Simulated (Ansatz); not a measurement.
# Cu/BN/Cu: predicting the conductance of a thicker barrier

Set-up. Ansatz 0.2.0, plane waves with PAW datasets, PBE. Interfaces are relaxed in a short slab (with D3(BJ) where the barrier is layered), set between ideal electrode layers that go on as semi-infinite leads, and the zero-bias conductance G at 300 K comes from T(E) on a typed mesh. The error is the largest of the program's estimates from energy step, mesh, the leads' potential steps and neutrality; its separate bound for narrow resonances between the energies solved isn't counted and can be far larger. The lower electrode is Cu (fcc 111), the upper Cu (fcc 111) and the barrier BN (zinc blende 111), on a net of side 2.567 Å; d is the distance between the electrodes' last planes.

The runs shown:

```tsv
planes in the barrier	d (Å)	G (S/m²)	error (%)	lead step (meV)
4	6.59	2.34e14	5	24
6	8.70	8.65e13	7	25
8	10.80	3.46e13	11	25
10	12.91	1.45e13	15	26
12	15.02	5.99e12	20	26
14	17.13	2.41e12	24	26
18	21.34	3.64e11	32	26
```

Task: A further run has 20 planes, d = 23.45 Å. Fit G ∝ exp(−βd) to the rows shown and predict its conductance.

**Worked fit.** Take y = ln G: 33.09, 32.09, 31.17, 30.31, 29.42, 28.51 and 26.62. The means are d = 13.21 Å and y = 30.17; Σ(Δd Δy) = −67.17 and Σ(Δd)² = 154.80, so the slope is −0.434 Å⁻¹ (β = 0.434 Å⁻¹). At d = 23.45 Å, y = 30.17 − 0.434 × 10.24 = 25.73, or G = 1.50e11 S/m².

**The withheld run.** The run gave 1.39e11 S/m², with an error estimate of 36 % and a lead step of 26 meV. The prediction is 1.08 times that, a miss under 10 %.

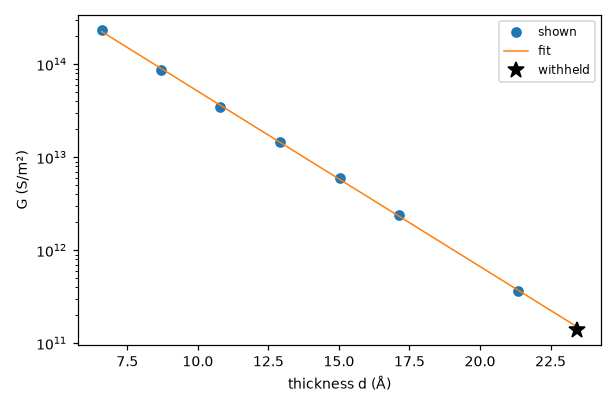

Fit and withheld run.

Caveats: The interfaces are ideal, one cell wide, strained to a common net and relaxed from one registry with their symmetry kept. PBE's gaps are too small, so true decay constants are likely larger where the Fermi level lies deep in a gap. No spin-orbit coupling, phonons, disorder or image charges enter. The rows shown are chosen by tests on error estimates (under 100 to 120 %), lead steps (under 150 meV, though the program warns over 25), intact interfaces and, for fits, a steady trend in the rows shown; the data set holds 414 series of this kind, and not all pass.

[Logs are printed without paths, hosts, clocks, repeated set-up lines and the standing remarks that a program may print on its own settings, such as how far it seeks lower states.]
